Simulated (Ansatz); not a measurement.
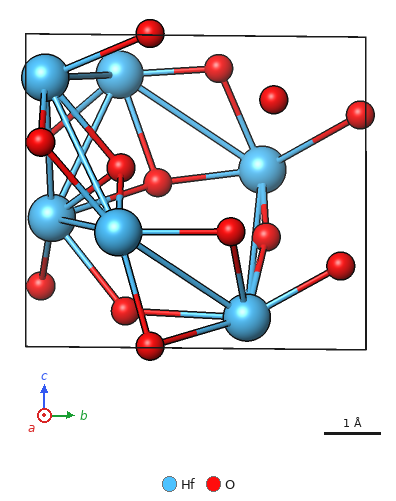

Starting frame of a dynamics run of an amorphous cell of composition HfO₂ (18 atoms in the cell). It starts from the last geometry of an earlier run, with fresh velocities. The picture is a ball-and-stick view of the simulation cell, seen along the a axis. Bonds to atoms that aren't drawn are left out.

These are results of DFT PBE, scalar-relativistic, plane waves, PAW in Ansatz, not measurements.

Input
```yaml
crystal:
  lattice:
    - [5.913382, 0.093665, -0.026317]
    - [0.093665, 6.169229, -0.029352]
    - [-0.026317, -0.029352, 5.666068]
  atoms:
    - { symbol: Hf, position: [0.2340210059, 0.2763278232, 0.8724254583] }
    - { symbol: Hf, position: [0.721598577, 0.0578494306, 0.8603172729] }
    - { symbol: Hf, position: [0.6337851581, 0.6500903336, 0.0995784006] }
    - { symbol: Hf, position: [0.4307429049, 0.0773105675, 0.4121119039] }
    - { symbol: Hf, position: [0.9059526012, 0.2723587754, 0.3682580034] }
    - { symbol: Hf, position: [0.1494239428, 0.6955447035, 0.5726688143] }
    - { symbol: O, position: [0.1560512384, 0.0452424065, 0.1942490917] }
    - { symbol: O, position: [0.9948030449, 0.0446889982, 0.6537915996] }
    - { symbol: O, position: [0.6397835923, 0.2802326811, 0.5744414241] }
    - { symbol: O, position: [0.7003157971, 0.7292780083, 0.7966564663] }
    - { symbol: O, position: [0.3993948326, 0.9834792671, 0.7508429198] }
    - { symbol: O, position: [0.2244956933, 0.3881950127, 0.5280155839] }
    - { symbol: O, position: [0.8864490623, 0.6031275959, 0.3733878255] }
    - { symbol: O, position: [0.6891564141, 0.9259442446, 0.2671763451] }
    - { symbol: O, position: [0.8770988738, 0.3657673825, 0.0048852133] }
    - { symbol: O, position: [0.3843532686, 0.7071874751, 0.3575201652] }
    - { symbol: O, position: [0.2222783733, 0.5674109127, 0.8951176136] }
    - { symbol: O, position: [0.4834374466, 0.293146552, 0.1167822287] }
  symmetry: { detect: false }
basis:
  ecutwfc: 420
  xc_grid: 1
kpoints:
  mp_grid: { grid: [1, 1, 1], shift: [0.0, 0.0, 0.0] }
hamiltonian:
  xc: pbe
scf:
  occupations: { method: fermi_dirac, width: 0.1241 }
  lower_state_search: "off"
  convergence: { dr2_threshold: 1.0e-05 }
output:
  forces: true
  stress: true
md:
  timestep: 2.0
  n_steps: 200
  ensemble: nvt_langevin
  friction: 0.015
  temperature: 1440.0
  initial_velocities: maxwell_boltzmann
  seed: 48801
```

Run as
```bash
ansatz run input.yaml --threads 2 --pin off --max-ram 5120MiB --backend cpu --events-out ev --progress --plain --runs-dir out
```

Predict how the run goes.

Answer. Over the second half the temperature averages 1427 K (spread ±312 K). The potential energy in the second half lies on average 116 meV per atom below the first frame. The mean pressure there is 18.3 GPa. Root-mean-square distances from the starting positions over the second half, with the common drift of all atoms taken out: O 0.38 Å, Hf 0.25 Å. Against the typical shortest distance between atoms in the first frame, about 2.0 Å these are large excursions, but over 400 fs one can't yet tell strong vibration from the start of diffusion.

Along the run (each row but the first and the last is the mean over the interval that it begins):

```json
{"time (fs)": "0.0", "potential energy (meV/atom)": "0.0", "T (K)": "1360", "p (GPa)": "18.8"}
{"time (fs)": "66.0", "potential energy (meV/atom)": "-100.5", "T (K)": "1460", "p (GPa)": "19.2"}
{"time (fs)": "132.0", "potential energy (meV/atom)": "-108.9", "T (K)": "1536", "p (GPa)": "17.6"}
{"time (fs)": "198.0", "potential energy (meV/atom)": "-126.7", "T (K)": "1184", "p (GPa)": "16.6"}
{"time (fs)": "264.0", "potential energy (meV/atom)": "-113.9", "T (K)": "1581", "p (GPa)": "18.8"}
{"time (fs)": "330.0", "potential energy (meV/atom)": "-111.2", "T (K)": "1535", "p (GPa)": "19.2"}
{"time (fs)": "396.0", "potential energy (meV/atom)": "-90.6", "T (K)": "1379", "p (GPa)": "21.6"}
```

The paths of the atoms:

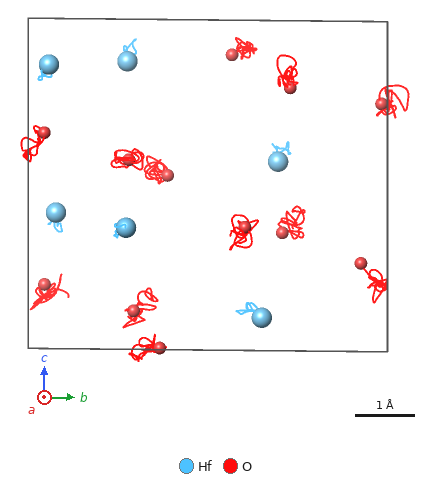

Limits of the set-up: the periodic images lie only 5.7 Å apart, so the values are limited by the cell's size.
